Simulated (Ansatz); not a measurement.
# Run report: SnS$_{2}$, geometry relaxation (part 1 of 2)

SnS$_{2}$ (3 atoms in the cell), computed with DFT PBE, scalar-relativistic, plane waves, PAW, no spin polarisation (Ansatz 0.2.0).

The structure derives from an entry of the Crystallography Open Database.

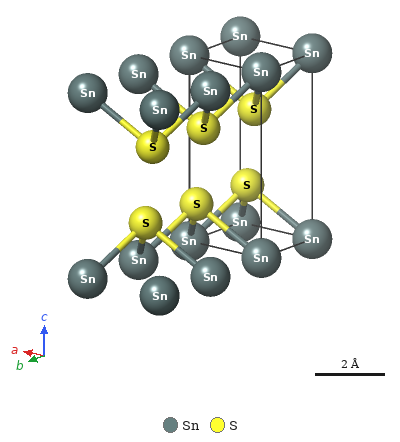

*The input geometry (ball-and-stick view of the cell of the calculation, repeated 1 × 3 × 1, seen at an oblique angle). An atom can appear more than once, as a periodic image.*

Near neighbours in the periodic cell (some may lie outside the picture): Sn has 6 S at 2.53 Å; S has 3 Sn at 2.53 Å.

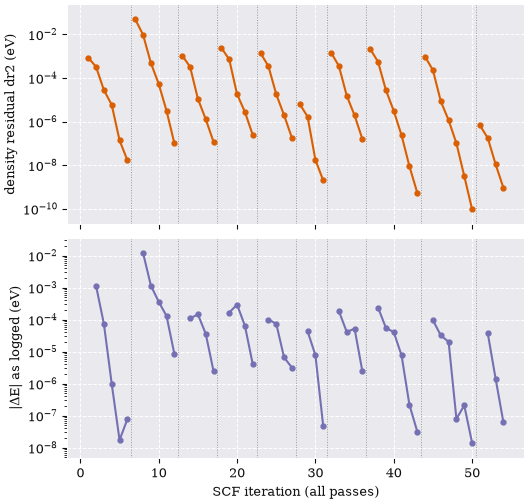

*Convergence of the self-consistent field: density residual dr2 and size of the energy change against the SCF iteration. The dotted lines part the SCF passes of the relaxation: geometry steps, rejected trials and re-solves on a re-selected basis.*

The 10 passes take 4 to 7 iterations each, 54 in all.

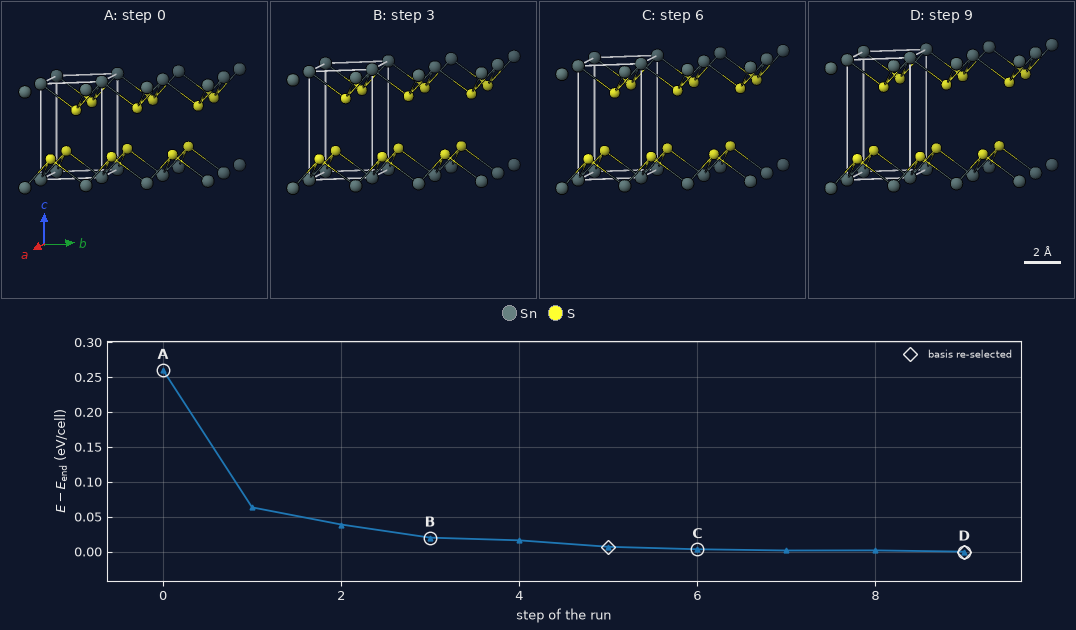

*Frames of the relaxation (ball-and-stick view of the cell of the calculation, repeated 2 × 3 × 1, seen slightly off an axis) above the curves, on which the letters mark them (the first geometry is step 0 here and step 1 in the log).*

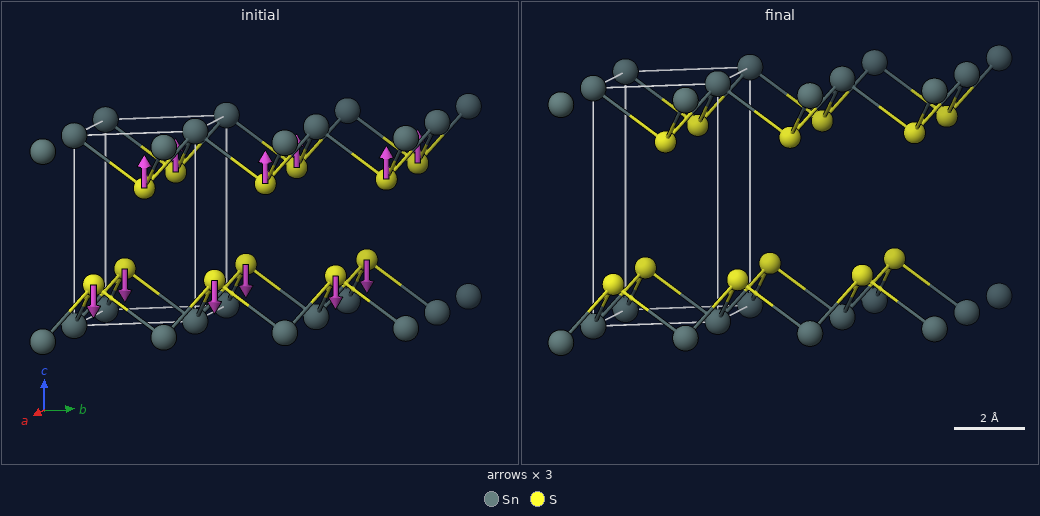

*Before (left) and after (right) the relaxation, at one scale (ball-and-stick view of the cell of the calculation, repeated 2 × 3 × 1, seen slightly off an axis). The pink arrows give the displacements (without the part carried along by the change of the cell), magnified 3 times.*

The energy falls by 0.258 eV per cell of the calculation in 7 geometry steps. Largest force component: 0.45 eV/Å at the start, 0.048 eV/Å at the end. The pressure goes from 9.24 to −0.12 GPa. 1 further SCF at an unchanged geometry re-selected the plane-wave basis for the new cell. The largest moves relative to the cell, 0.33 Å, are those of S2 and S3. Sn stays in place. The volume changes by +32.6 %, with a = b 3.598 → 3.703 Å (+2.9 %), c 5.494 → 6.878 Å (+25.2 %). Among the contacts that change: Sn1–S2 2.533 → 2.601 Å. The space group stays P-3m1 (No. 164). The energy change given includes the shifts at the re-selections in mid-walk, which come without any move. A last SCF at the same geometry on a re-selected plane-wave basis shifts the energy by −1.8 meV per cell of the calculation. (Atoms are counted from 1 in the order of the input.)

These pictures come from the run below.

**The input**
```yaml
crystal:
  lattice:
    - [3.5983003419, 0.0, 0.0]
    - [-1.7991501709, 3.1162195065, 0.0]
    - [0.0, 0.0, 5.494]
  atoms:
    - { symbol: Sn, position: [0.0, 0.0, 0.0] }
    - { symbol: S, position: [0.6666666667, 0.3333333333, 0.2639] }
    - { symbol: S, position: [0.3333333333, 0.6666666667, 0.7361] }
basis:
  ecutwfc: 420
kpoints:
  mp_grid: { grid: [6, 6, 4] }
hamiltonian:
  xc: pbe
scf:
  occupations: { method: gaussian, width: 0.1 }
output:
  forces: true
  stress: true
  eigenvalues: true
relax:
  adjacent_minimum: "off"
  f_tol: 0.05
  max_steps: 80
  cell: { stress_tol: 0.5 }
```

Command:
```bash
ansatz run input.yaml --threads 1 --pin off --max-ram 2560MiB --backend cpu --events-out ev --progress --plain --runs-dir out
```

**The program's output**
```
Engine: ansatz 0.2.0, x86_64-unknown-linux-gnu
Pseudopotentials: kind: paw
Pseudopotential: Sn, paw, valence charge 14, recommended cutoff 420 eV (normal), Sn.paw.azcp
Pseudopotential: S, paw, valence charge 6, recommended cutoff 420 eV (normal), S.paw.azcp
Functional definition: PBE
  parameter kappa = 0.804
  parameter beta = 0.06672455060314922
  exchange = pbe_x(kappa = kappa, mu = beta*pi^2/3)
  correlation = pbe_c(beta = beta)
Crystal: 3 atoms, lattice volume = 61.605 Å³
Basis set: ecut = 420 eV, 1183 PW (Γ), exchange–correlation on 50×50×80 points (8 copies of the dense FFT grid, shifted against one another)
Bands: 17, of which v1, the nominal top of the filled ones, is band 13 counted from 1 (12 counted from 0)
Symmetry: 12 space group operations
Space group: P-3m1 (ITA 164), of the structure as read, at distance tolerance 3.9e-5 Å
k-points: 24 of 144
Non-local potential: Sn, projectors of the file, l = 0: 2, l = 1: 2, l = 2: 2, l = 3: 2
Non-local potential: S, projectors of the file, l = 0: 2, l = 1: 2, l = 2: 2
PAW form: soft (Blöchl's): semilocal exchange-correlation on the pseudo side does not see the compensation charge
PAW one-centre angular grid: Sn, 590 points (default); XC on 64 Gauss nodes
PAW one-centre angular grid: S, 110 points (default); XC on 64 Gauss nodes
Initial density: superposition of atomic densities (neutral atoms: chi_scale 0, normalization atom), corrected by the library's trained network
Initial wavefunctions: pseudopotential atomic-orbital guess
Functional: x = pbe(κ = 0.804, μ = 0.2195149727645171), c = pbe(β = 0.06672455060314922)
SCF iter   1: F=—  HF=-7829.220218 eV  |F-HF|=—  |Δ(HF+E_count)|=         —  Δρ=1.25e-3  dr2=8.69e-4  ethr=1.77e-3  ⟨swp⟩=6.0  Hψ=2306  notcnv=0
preconditioner: auto → Resta (q_TF=auto, 2.363 Å⁻¹)  ε∞=3.2  [insulator: Δε(μ)=1.210 eV  Ē_g=16.321 eV  σ=0.100 eV  W_gap=1.00  n_scr=22 (ndim 8)  ℏωp=24.1 eV  f_vac=0.008  D(μ)=0.00/eV (n_scr^D=0)  ε∞_Penn≈3.2]
SCF iter   2: F=—  HF=-7829.219077 eV  |F-HF|=—  |Δ(HF+E_count)|=   1.14e-3  Δρ=7.10e-4  dr2=3.25e-4  ethr=3.34e-6  ⟨swp⟩=2.0  Hψ=908  notcnv=0
SCF iter   3: F=—  HF=-7829.219152 eV  |F-HF|=—  |Δ(HF+E_count)|=   7.44e-5  Δρ=2.78e-4  dr2=2.82e-5  ethr=1.25e-6  ⟨swp⟩=2.0  Hψ=720  notcnv=0
SCF iter   4: F=—  HF=-7829.219151 eV  |F-HF|=—  |Δ(HF+E_count)|=   9.95e-7  Δρ=1.28e-4  dr2=5.89e-6  ethr=1.08e-7  ⟨swp⟩=2.5  Hψ=657  notcnv=0
SCF iter   5: F=—  HF=-7829.219151 eV  |F-HF|=—  |Δ(HF+E_count)|=   1.74e-8  Δρ=1.65e-5  dr2=1.39e-7  ethr=2.26e-8  ⟨swp⟩=2.0  Hψ=695  notcnv=0
SCF iter   6: F=-7829.219151 eV  HF=-7829.219151 eV  |F-HF|=4.61e-10  |Δ(HF+E_count)|=   7.78e-8  Δρ=5.19e-6  dr2=1.70e-8  ethr=3.85e-10  ⟨swp⟩=5.9  Hψ=1910  notcnv=0
SCF 1 converged in 6 iterations: F = -7829.219151 eV  dr2 = 1.70e-8
  greatest PAW one-centre occupation: 0.993 electrons in one spin orbital (limit 2), on the Sn atom at site 0 (counted from 0), in its partial waves of l = 2
relax step   1: F+E_penalty+E_count = -7829.21915083 eV  Δ(F+E_penalty+E_count) = +0.000e0 eV  max|allowed force component| = 4.487e-1 eV/Å  Δτ_max = 0.0000 Å  P = +9.238 GPa  Ω = 61.605 Å³  (6 SCF iters, dr2 threshold 1.00e-7 eV, accepted)
Crystal: 3 atoms, lattice volume = 70.012 Å³
Basis set: ecut = 420 eV, 1399 PW (Γ), exchange–correlation on 50×50×80 points (8 copies of the dense FFT grid, shifted against one another)
Initial density: handed on by an earlier stage of this run
Initial wavefunctions: those handed on with the density
iter 1 solved again at ethr=1.91e-4 eV; its pass at ethr=3.10e-3 eV (dr2=4.96e-2 eV) is discarded
SCF iter   1: F=—  HF=-7829.428901 eV  |F-HF|=—  |Δ(HF+E_count)|=         —  Δρ=6.91e-3  dr2=4.93e-2  ethr=1.91e-4  ⟨swp⟩=1.2  Hψ=2983  notcnv=0
preconditioner: auto → Resta (q_TF=auto, 2.313 Å⁻¹)  ε∞=3.0  [insulator: Δε(μ)=1.162 eV  Ē_g=15.854 eV  σ=0.100 eV  W_gap=1.00  n_scr=22 (ndim 8)  ℏωp=22.6 eV  f_vac=0.030  D(μ)=0.00/eV (n_scr^D=0)  ε∞_Penn≈3.0]
SCF iter   2: F=—  HF=-7829.416655 eV  |F-HF|=—  |Δ(HF+E_count)|=   1.22e-2  Δρ=3.23e-3  dr2=9.69e-3  ethr=1.90e-4  ⟨swp⟩=2.2  Hψ=500  notcnv=0
SCF iter   3: F=—  HF=-7829.415494 eV  |F-HF|=—  |Δ(HF+E_count)|=   1.16e-3  Δρ=7.15e-4  dr2=4.88e-4  ethr=3.73e-5  ⟨swp⟩=2.1  Hψ=550  notcnv=0
SCF iter   4: F=—  HF=-7829.415857 eV  |F-HF|=—  |Δ(HF+E_count)|=   3.62e-4  Δρ=2.25e-4  dr2=5.35e-5  ethr=1.88e-6  ⟨swp⟩=2.1  Hψ=596  notcnv=0
SCF iter   5: F=—  HF=-7829.415986 eV  |F-HF|=—  |Δ(HF+E_count)|=   1.30e-4  Δρ=6.09e-5  dr2=3.13e-6  ethr=2.06e-7  ⟨swp⟩=2.1  Hψ=607  notcnv=0
SCF iter   6: F=-7829.415995 eV  HF=-7829.415995 eV  |F-HF|=4.00e-7  |Δ(HF+E_count)|=   8.45e-6  Δρ=1.00e-5  dr2=1.01e-7  ethr=1.15e-9  ⟨swp⟩=7.2  Hψ=2179  notcnv=0
SCF 2 converged in 6 iterations: F = -7829.415995 eV  dr2 = 1.01e-7
relax step   2: F+E_penalty+E_count = -7829.41599509 eV  Δ(F+E_penalty+E_count) = -1.968e-1 eV  max|allowed force component| = 1.064e-2 eV/Å  Δτ_max = 0.0667 Å  P = +0.364 GPa  Ω = 70.012 Å³  energy of the carried Pulay correction = -2.608e-3 eV  (6 SCF iters, dr2 threshold 3.00e-7 eV, accepted)
Crystal: 3 atoms, lattice volume = 71.541 Å³
Basis set: ecut = 420 eV, 1387 PW (Γ), exchange–correlation on 50×50×80 points (8 copies of the dense FFT grid, shifted against one another)
iter 1 solved again at ethr=4.08e-6 eV; its pass at ethr=3.10e-3 eV (dr2=1.06e-3 eV) is discarded
SCF iter   1: F=—  HF=-7829.440277 eV  |F-HF|=—  |Δ(HF+E_count)|=         —  Δρ=1.79e-3  dr2=1.07e-3  ethr=4.08e-6  ⟨swp⟩=2.4  Hψ=3032  notcnv=0
preconditioner: auto → Resta (q_TF=auto, 2.305 Å⁻¹)  ε∞=3.0  [insulator: Δε(μ)=1.306 eV  Ē_g=15.910 eV  σ=0.100 eV  W_gap=1.00  n_scr=22 (ndim 8)  ℏωp=22.4 eV  f_vac=0.031  D(μ)=0.00/eV (n_scr^D=0)  ε∞_Penn≈3.0]
SCF iter   2: F=—  HF=-7829.440386 eV  |F-HF|=—  |Δ(HF+E_count)|=   1.09e-4  Δρ=9.79e-4  dr2=3.26e-4  ethr=4.08e-6  ⟨swp⟩=1.0  Hψ=408  notcnv=0
SCF iter   3: F=—  HF=-7829.440533 eV  |F-HF|=—  |Δ(HF+E_count)|=   1.47e-4  Δρ=9.80e-5  dr2=1.12e-5  ethr=1.25e-6  ⟨swp⟩=2.5  Hψ=576  notcnv=0
SCF iter   4: F=—  HF=-7829.440569 eV  |F-HF|=—  |Δ(HF+E_count)|=   3.62e-5  Δρ=3.68e-5  dr2=1.29e-6  ethr=4.30e-8  ⟨swp⟩=2.0  Hψ=673  notcnv=0
SCF iter   5: F=-7829.440572 eV  HF=-7829.440571 eV  |F-HF|=2.21e-7  |Δ(HF+E_count)|=   2.45e-6  Δρ=1.08e-5  dr2=1.18e-7  ethr=1.15e-9  ⟨swp⟩=6.6  Hψ=2033  notcnv=0
SCF 3 converged in 5 iterations: F = -7829.440572 eV  dr2 = 1.18e-7
relax step   3: F+E_penalty+E_count = -7829.44057171 eV  Δ(F+E_penalty+E_count) = -2.458e-2 eV  max|allowed force component| = 7.011e-3 eV/Å  Δτ_max = 0.0326 Å  P = +0.311 GPa  Ω = 71.541 Å³  energy of the carried Pulay correction = -3.047e-3 eV  (5 SCF iters, dr2 threshold 3.00e-7 eV, accepted)
Crystal: 3 atoms, lattice volume = 73.871 Å³
Basis set: ecut = 420 eV, 1449 PW (Γ), exchange–correlation on 50×50×80 points (8 copies of the dense FFT grid, shifted against one another)
iter 1 solved again at ethr=9.52e-6 eV; its pass at ethr=3.10e-3 eV (dr2=2.47e-3 eV) is discarded
SCF iter   1: F=—  HF=-7829.458862 eV  |F-HF|=—  |Δ(HF+E_count)|=         —  Δρ=2.62e-3  dr2=2.42e-3  ethr=9.52e-6  ⟨swp⟩=2.2  Hψ=2911  notcnv=0
preconditioner: auto → Resta (q_TF=auto, 2.292 Å⁻¹)  ε∞=2.9  [insulator: Δε(μ)=1.552 eV  Ē_g=15.920 eV  σ=0.100 eV  W_gap=1.00  n_scr=22 (ndim 8)  ℏωp=22.0 eV  f_vac=0.061  D(μ)=0.00/eV (n_scr^D=0)  ε∞_Penn≈2.9]
SCF iter   2: F=—  HF=-7829.459028 eV  |F-HF|=—  |Δ(HF+E_count)|=   1.67e-4  Δρ=1.42e-3  dr2=7.12e-4  ethr=9.32e-6  ⟨swp⟩=1.0  Hψ=408  notcnv=0
SCF iter   3: F=—  HF=-7829.459324 eV  |F-HF|=—  |Δ(HF+E_count)|=   2.96e-4  Δρ=1.35e-4  dr2=1.81e-5  ethr=2.74e-6  ⟨swp⟩=2.5  Hψ=590  notcnv=0
SCF iter   4: F=—  HF=-7829.459389 eV  |F-HF|=—  |Δ(HF+E_count)|=   6.47e-5  Δρ=5.13e-5  dr2=2.80e-6  ethr=6.95e-8  ⟨swp⟩=2.5  Hψ=677  notcnv=0
SCF iter   5: F=-7829.459393 eV  HF=-7829.459393 eV  |F-HF|=3.66e-7  |Δ(HF+E_count)|=   4.09e-6  Δρ=1.39e-5  dr2=2.46e-7  ethr=1.15e-9  ⟨swp⟩=4.1  Hψ=2134  notcnv=0
SCF 4 converged in 5 iterations: F = -7829.459393 eV  dr2 = 2.46e-7
relax step   4: F+E_penalty+E_count = -7829.45939321 eV  Δ(F+E_penalty+E_count) = -1.882e-2 eV  max|allowed force component| = 1.456e-2 eV/Å  Δτ_max = 0.0486 Å  P = +0.407 GPa  Ω = 73.871 Å³  energy of the carried Pulay correction = -3.697e-3 eV  (5 SCF iters, dr2 threshold 3.00e-7 eV, accepted)
Crystal: 3 atoms, lattice volume = 75.734 Å³
Basis set: ecut = 420 eV, 1485 PW (Γ), exchange–correlation on 50×50×80 points (8 copies of the dense FFT grid, shifted against one another)
iter 1 solved again at ethr=5.47e-6 eV; its pass at ethr=3.10e-3 eV (dr2=1.42e-3 eV) is discarded
SCF iter   1: F=—  HF=-7829.463259 eV  |F-HF|=—  |Δ(HF+E_count)|=         —  Δρ=1.74e-3  dr2=1.38e-3  ethr=5.47e-6  ⟨swp⟩=2.1  Hψ=2956  notcnv=0
preconditioner: auto → Resta (q_TF=auto, 2.283 Å⁻¹)  ε∞=2.9  [insulator: Δε(μ)=1.537 eV  Ē_g=15.917 eV  σ=0.100 eV  W_gap=1.00  n_scr=22 (ndim 8)  ℏωp=21.8 eV  f_vac=0.092  D(μ)=0.00/eV (n_scr^D=0)  ε∞_Penn≈2.9]
SCF iter   2: F=—  HF=-7829.463159 eV  |F-HF|=—  |Δ(HF+E_count)|=   1.00e-4  Δρ=9.05e-4  dr2=3.49e-4  ethr=5.32e-6  ⟨swp⟩=2.0  Hψ=547  notcnv=0
SCF iter   3: F=—  HF=-7829.463234 eV  |F-HF|=—  |Δ(HF+E_count)|=   7.50e-5  Δρ=1.29e-4  dr2=1.80e-5  ethr=1.34e-6  ⟨swp⟩=2.6  Hψ=591  notcnv=0
SCF iter   4: F=—  HF=-7829.463241 eV  |F-HF|=—  |Δ(HF+E_count)|=   6.62e-6  Δρ=4.10e-5  dr2=1.97e-6  ethr=6.93e-8  ⟨swp⟩=2.9  Hψ=702  notcnv=0
SCF iter   5: F=-7829.463244 eV  HF=-7829.463244 eV  |F-HF|=3.79e-7  |Δ(HF+E_count)|=   3.18e-6  Δρ=1.27e-5  dr2=1.81e-7  ethr=1.15e-9  ⟨swp⟩=6.8  Hψ=2013  notcnv=0
SCF 5 converged in 5 iterations: F = -7829.463244 eV  dr2 = 1.81e-7
relax step   5: F+E_penalty+E_count = -7829.46324408 eV  Δ(F+E_penalty+E_count) = -3.851e-3 eV  max|allowed force component| = 1.824e-2 eV/Å  Δτ_max = 0.0320 Å  P = +0.251 GPa  Ω = 75.734 Å³  energy of the carried Pulay correction = -4.201e-3 eV  (5 SCF iters, dr2 threshold 3.00e-7 eV, accepted)
Basis set: ecut = 420 eV, 1485 PW (Γ), exchange–correlation on 50×50×90 points (8 copies of the dense FFT grid, shifted against one another)
Initial wavefunctions: pseudopotential atomic-orbital guess (no wavefunctions were taken with the density)
iter 1 solved again at ethr=3.27e-7 eV; its pass at ethr=3.10e-3 eV (dr2=8.51e-5 eV) is discarded
SCF iter   1: F=—  HF=-7829.472520 eV  |F-HF|=—  |Δ(HF+E_count)|=         —  Δρ=2.41e-4  dr2=6.37e-6  ethr=3.27e-7  ⟨swp⟩=3.3  Hψ=3354  notcnv=0
preconditioner: auto → Resta (q_TF=auto, 2.283 Å⁻¹)  ε∞=2.9  [insulator: Δε(μ)=1.543 eV  Ē_g=15.925 eV  σ=0.100 eV  W_gap=1.00  n_scr=22 (ndim 8)  ℏωp=21.8 eV  f_vac=0.085  D(μ)=0.00/eV (n_scr^D=0)  ε∞_Penn≈2.9]
SCF iter   2: F=—  HF=-7829.472476 eV  |F-HF|=—  |Δ(HF+E_count)|=   4.35e-5  Δρ=1.28e-4  dr2=1.70e-6  ethr=2.45e-8  ⟨swp⟩=2.5  Hψ=638  notcnv=0
SCF iter   3: F=—  HF=-7829.472484 eV  |F-HF|=—  |Δ(HF+E_count)|=   7.80e-6  Δρ=7.73e-6  dr2=1.75e-8  ethr=6.55e-9  ⟨swp⟩=2.0  Hψ=600  notcnv=0
SCF iter   4: F=-7829.472484 eV  HF=-7829.472484 eV  |F-HF|=6.48e-9  |Δ(HF+E_count)|=   4.65e-8  Δρ=1.46e-6  dr2=2.00e-9  ethr=1.15e-11  ⟨swp⟩=6.6  Hψ=2065  notcnv=0
SCF 6 converged in 4 iterations: F = -7829.472484 eV  dr2 = 2.00e-9
```
